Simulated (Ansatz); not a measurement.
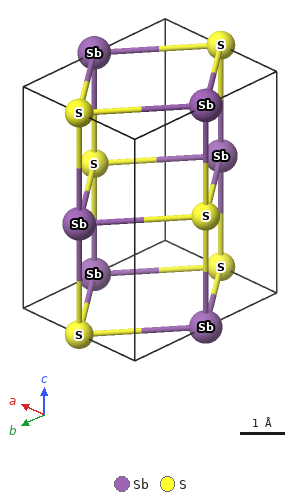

Normal modes of solid SbS (a generated structure), space group Immm (No. 71), at the zone centre. A ball-and-stick model of the conventional cell (2 times the calculation's cell), seen from a free direction. Lengths and directions refer to the drawn axes.

Theory: Ansatz, DFT PBE, scalar-relativistic, plane waves, PAW. (plane-wave cutoff 420 eV; k-point mesh 20 × 20 × 20; occupations fermi dirac; smearing width 0.15 eV; no spin polarisation)

The frequencies depend somewhat on the k-mesh and the smearing.

Give the spectrum at this point.

Answer. The calculation's cell holds 2 atoms, so there are 3 optical modes, in 3 levels. The optical modes span B₃u + B₂u + B₁u. No level is unstable.

| level | symmetry | frequency (cm⁻¹) | activity |
| --- | --- | --- | --- |
| 1 | B₃u | 77 | infrared-active |
| 2 | B₂u | 109 | infrared-active |
| 3 | B₁u | 122 | infrared-active |

The crystal is a metal, so free carriers screen the infrared response.

The displacement patterns:

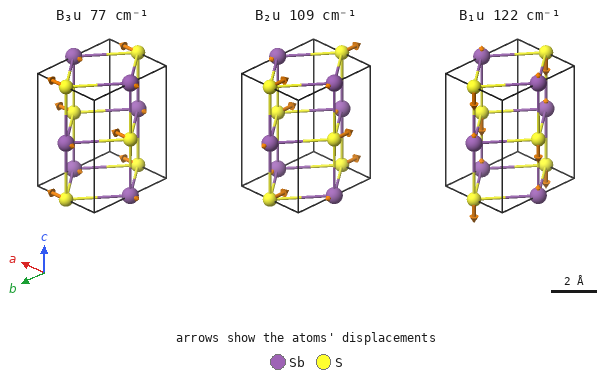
